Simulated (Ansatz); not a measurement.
**PtSe₂: density, localisation and related maps**

```xyz
6
Lattice="5.7133 0.0000 0.0000 0.0000 5.7133 0.0000 0.0000 0.0000 3.9759" Properties=species:S:1:pos:R:3 pbc="T T T"
Pt    2.8566    2.8566    1.9880
Pt    0.0000    0.0000    0.0000
Se    3.9475    3.9475    0.0000
Se    4.6224    1.0909    1.9880
Se    1.7657    1.7657    0.0000
Se    1.0909    4.6224    1.9880
```

Space group P4₂/mnm; a structure from a database of computed crystals, not necessarily the ambient phase; started from the MgH2-136 prototype, which need not be the ambient phase.

Method: DFT, r2SCAN+rVV10, plane waves, PAW in Ansatz.

Core electrons are frozen (PAW), and the valence fields are smoothed inside the atomic spheres.

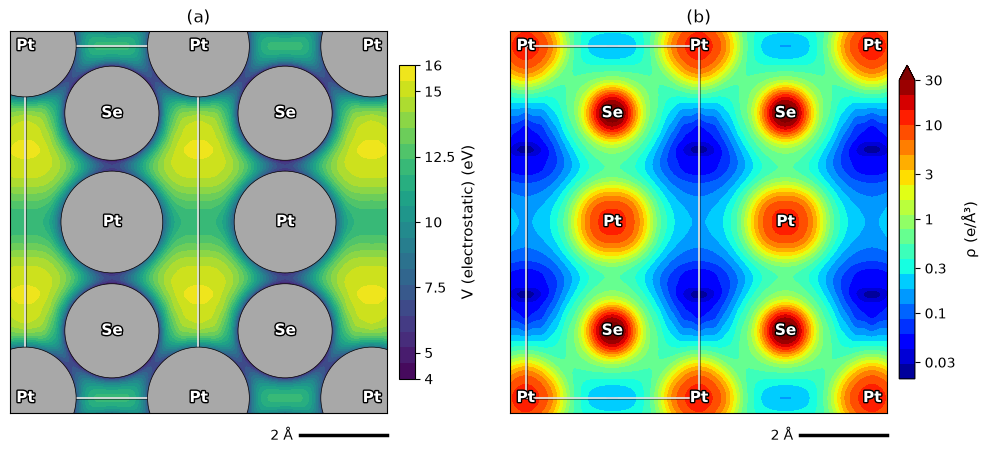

Figure 1. (a) electrostatic potential energy of an electron; (b) valence pseudo-density on the (11̄0) plane of the conventional cell. Grey discs cover the atomic cores in the potential map.

Read the bonding off the picture.

Answer. The section cuts through Pt and Se sites.
Pt–Se (2.50 Å): ρ is about 0.56 e/Å³ halfway.
Between the atoms the lowest density in this plane is 0.02 e/Å³.
Outside the cores the potential energy rises away from the atoms and is highest about 2.1 Å from the nearest atoms; its zero is arbitrary.

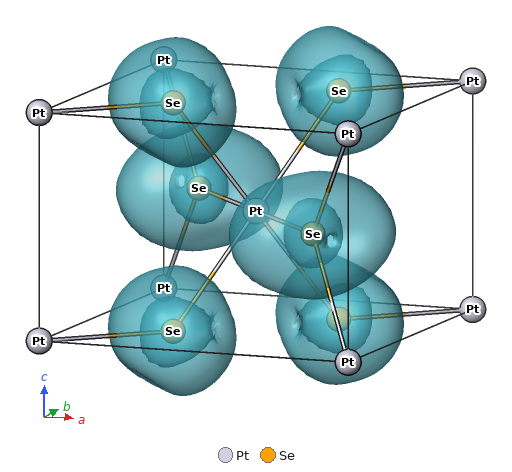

Figure 2. Isosurface of the ELF at 0.65 (cyan), seen slightly off an axis. Core shells and regions of very low density are left out. Sticks mark near contacts.

Identify the bonds, lone pairs and shells in this picture.

Answer. The surface consists of four regions wrapped around Se (the valence shell of each), counted in one cell of 6 atoms. Regions shared between cells count once. Profiles from the grid: Pt–Se (2.50 Å): the ELF is about 0.45 at the midpoint.
